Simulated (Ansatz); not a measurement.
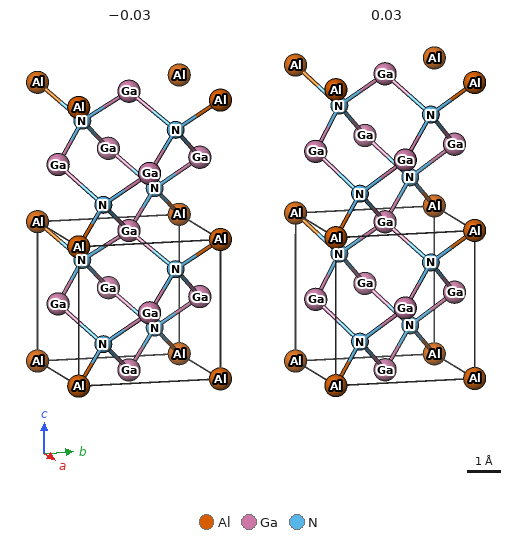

Crystalline AlGa3N4 (set up in P-43m), under uniaxial strain along a (b, c and atoms relaxed), with energies (extrapolated to zero smearing) counted from the relaxed crystal, which is the row at zero. The picture shows the first and the last member. A ball-and-stick model of the cell of the calculation, reduced to other axes, repeated 1 × 1 × 2 with one cell outlined, seen slightly off an axis. Lengths and directions refer to the drawn axes.

Computed with Ansatz 0.2.0: DFT r2SCAN, scalar-relativistic, plane waves, PAW. (plane-wave cutoff 500 eV; k-point mesh 6 × 6 × 6; occupations gaussian; smearing width 0.02 eV; no spin polarisation; force threshold 0.008 eV/Å)

```json
{"strain": "−0.03", "energy (meV/atom)": "5.44", "a (Å)": "4.514", "c (Å)": "4.331", "band gap (eV)": "2.76"}
{"strain": "−0.015", "energy (meV/atom)": "?", "a (Å)": "?", "c (Å)": "?", "band gap (eV)": "?"}
{"strain": "0.0", "energy (meV/atom)": "0.00", "a (Å)": "4.465", "c (Å)": "4.465", "band gap (eV)": "2.82"}
{"strain": "0.015", "energy (meV/atom)": "1.45", "a (Å)": "4.443", "c (Å)": "4.532", "band gap (eV)": "2.75"}
{"strain": "0.03", "energy (meV/atom)": "5.93", "a (Å)": "4.421", "c (Å)": "4.599", "band gap (eV)": "2.68"}
```

Fill in the missing row.

Answer. A parabola through three neighbouring rows (−0.03, 0.0, 0.015) gives, with Lagrange weights, (0.3333)(5.44) + (1.0000)(0.00) + (−0.3333)(1.45) = 1.33 meV/atom. The calculation gives 1.40 meV/atom (a = 4.489 Å, c = 4.398 Å). The estimate is 0.07 meV/atom too low. For the gap a parabola through the rows −0.03, 0.0, 0.015 gives 2.82 eV, and the calculation 2.79 eV (semilocal gaps, lower than measured ones as a rule). From the first member to the last: Ga–N 1.943 → 1.955 Å, Al–N 1.887 → 1.899 Å.

The whole series:

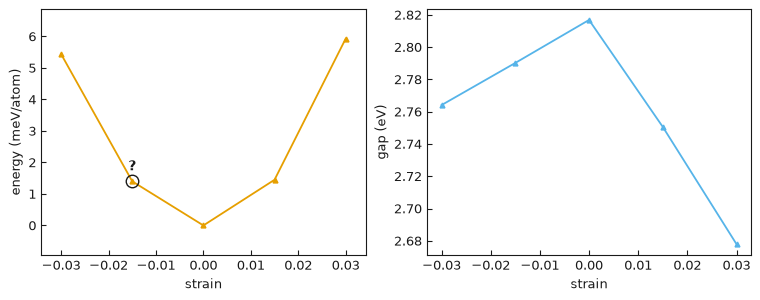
